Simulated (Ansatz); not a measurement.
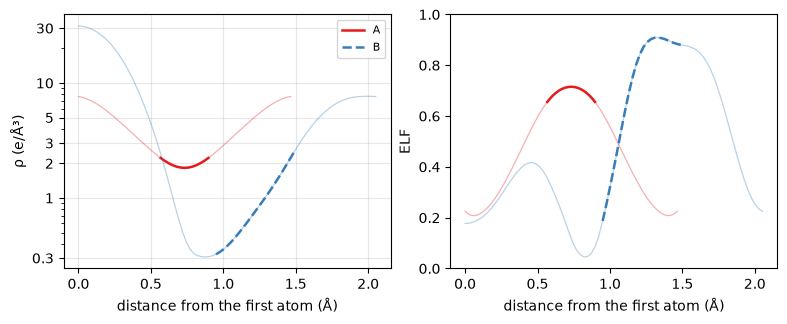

The picture shows: MgO2. Valence charge density (pseudo) and electron localisation function along straight lines between neighbouring atoms. Thin, pale parts lie inside the atomic spheres.

Space group Pa-3; a structure from a database of computed crystals, not necessarily the ambient phase.

Level of theory: Kohn-Sham DFT of a periodic cell, LDA, Ansatz PAW (Ansatz 0.2.0).

Core electrons are frozen (PAW), and the valence fields are smoothed inside the atomic spheres.

```cif
data_structure
_symmetry_space_group_name_H-M 'P 1'
_symmetry_Int_Tables_number 1
_cell_length_a 4.7739
_cell_length_b 4.7739
_cell_length_c 4.7739
_cell_angle_alpha 90.000
_cell_angle_beta 90.000
_cell_angle_gamma 90.000
_cell_volume 108.80
loop_
_atom_site_label
_atom_site_type_symbol
_atom_site_fract_x
_atom_site_fract_y
_atom_site_fract_z
_atom_site_occupancy
Mg1 Mg 0.00000 0.00000 0.00000 1
Mg2 Mg 0.50000 0.00000 0.50000 1
Mg3 Mg 0.50000 0.50000 0.00000 1
Mg4 Mg 0.00000 0.50000 0.50000 1
O1 O 0.58855 0.91145 0.08855 1
O2 O 0.91145 0.08855 0.58855 1
O3 O 0.08855 0.58855 0.91145 1
O4 O 0.41145 0.41145 0.41145 1
O5 O 0.58855 0.58855 0.58855 1
O6 O 0.91145 0.41145 0.08855 1
O7 O 0.08855 0.91145 0.41145 1
O8 O 0.41145 0.08855 0.91145 1
```

**Which curve belongs to which contact (Mg–O and O–O)? The first atom named is at distance zero.**

Curve A: O–O (1.46 Å): the density is about 1.8 e/Å³ at the midpoint; the ELF peaks at about 0.70 between the atoms. Curve B: Mg–O (2.05 Å): the density is about 0.38 e/Å³ at the midpoint; the ELF peaks at about 0.90 in the valence shell of O, 0.7 Å from its nucleus, and is about 0.40 at the midpoint: a closed-shell, largely ionic contact.
